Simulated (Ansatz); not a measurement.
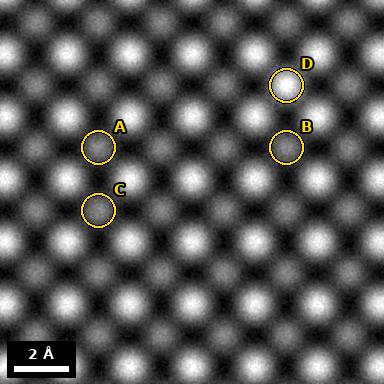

Z-contrast image of MgO (F-43m, No. 216) along [001]. Simulation: incoherent imaging, intensity Z^1.7 per atom, probe width 0.99 Å, thin sample. The display is stretched by a gamma of 0.8; percentages refer to the linear signal. Shot noise was added.

The sample is 2 repeats (9.1 Å) thick. One point defect was put into the perfect crystal, without relaxing the atoms around it. Brightness is counted from the darkest point of the image. Host structure: coordinates from a relaxation with DFT r2SCAN, scalar-relativistic, plane waves, PAW (Ansatz 0.2.0); the starting structure was generated, so it need not be a known form of this composition.

Which ringed column holds the defect, and does it scatter more or less than its equals?

D; it scatters more. The column holds 2 atoms (O) through the sample, and one O atom is replaced by S, so its peak rises to about 230 % of that of its equals.
